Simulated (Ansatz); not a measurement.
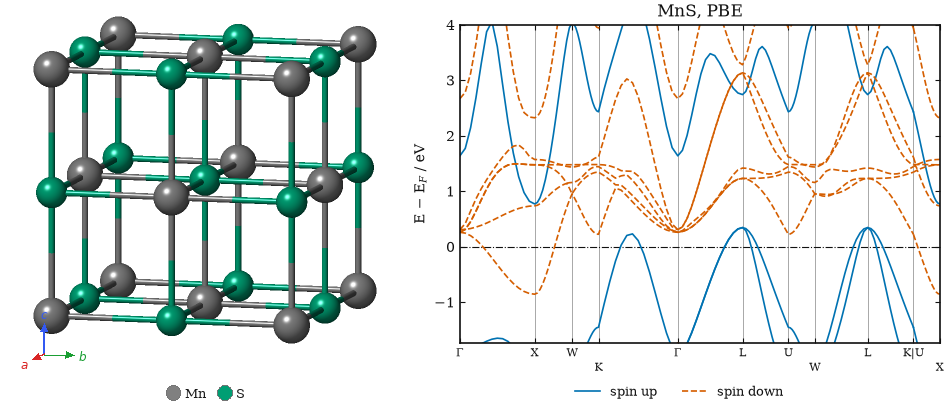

Band structure, beside the structure. Energies are counted from the Fermi level.

System: rocksalt MnS, space group Fm-3m, 2 atoms in the primitive cell; cubic a = 5.209 Å.

Level of theory: PBE, Ansatz PAW, collinear spin, ferromagnetic start, no spin-orbit coupling, 7×7×7 k mesh, 420 eV cutoff, Fermi-Dirac smearing of 0.05 eV; code Ansatz.

Q: Is there a gap at the Fermi level?

A: A metal: 2 spin-up and 1 spin-down bands cross the Fermi level along this path.

Q: On which lines of the path do bands cross the Fermi level?

A: Bands cross the Fermi level on Γ–X, X–W, K–Γ, Γ–L, L–U, W–L, L–K and U–X, and not on W–K and U–W.

Q: Which levels at X lie nearest to the Fermi level?

A: At X the nearest levels lie 0.86 eV below and 0.73 eV above the Fermi level.

The run ends ferromagnetic, with 4.69 μB a cell. A cell with one magnetic atom can't hold antiferromagnetic order, which such compounds often take. Semilocal functionals often make such compounds metallic where correlation or magnetic order opens a gap, which also shifts bond lengths. The k mesh is thin for a metal, so its Fermi level is uncertain. The cell is at −3 GPa in this functional.
